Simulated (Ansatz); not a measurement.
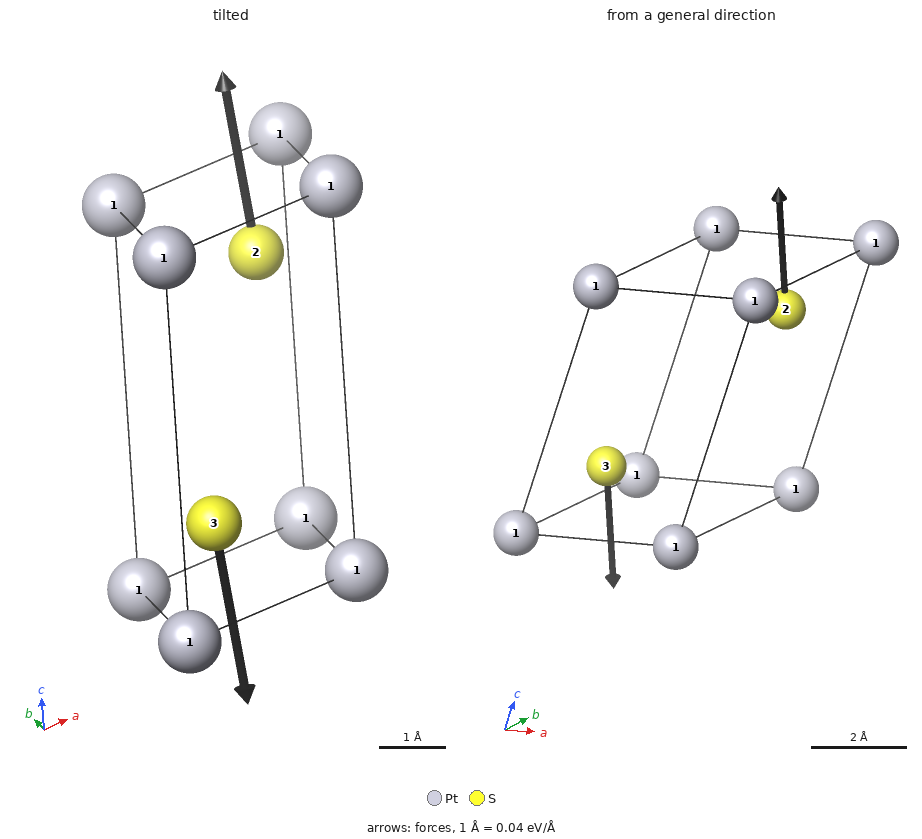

View slightly off an axis and from a general direction, drawn as a spheres-only model. The wireframe shows the cell (the run's own, in a reduced setting). The arrows are the computed forces on the atoms.

System: PtS$_{2}$. Results below were computed with DFT, dielectric-dependent PBE0 (fraction 1/eps_inf of PBE), plane waves, PAW in Ansatz 0.2.0; the settings were an energy cutoff of 420 eV, k-points about 0.35 Å⁻¹ apart, no spin polarisation.

Does the picture show a structure at its energy minimum?

No. The atoms still feel forces of up to about 0.1 eV/Å, above a usual threshold of 0.01 to 0.03 eV/Å.

On which atom is the force largest?

S2 and S3, about 0.1 eV/Å.

It goes back to a structure type filled with these elements by a generator (whether the compound takes this form wasn't checked). Earlier steps of the study, as a rule a relaxation of our own, may have changed the cell and positions, so they can lie some per cent off the listed ones. It was run through Ansatz as a DFT input.
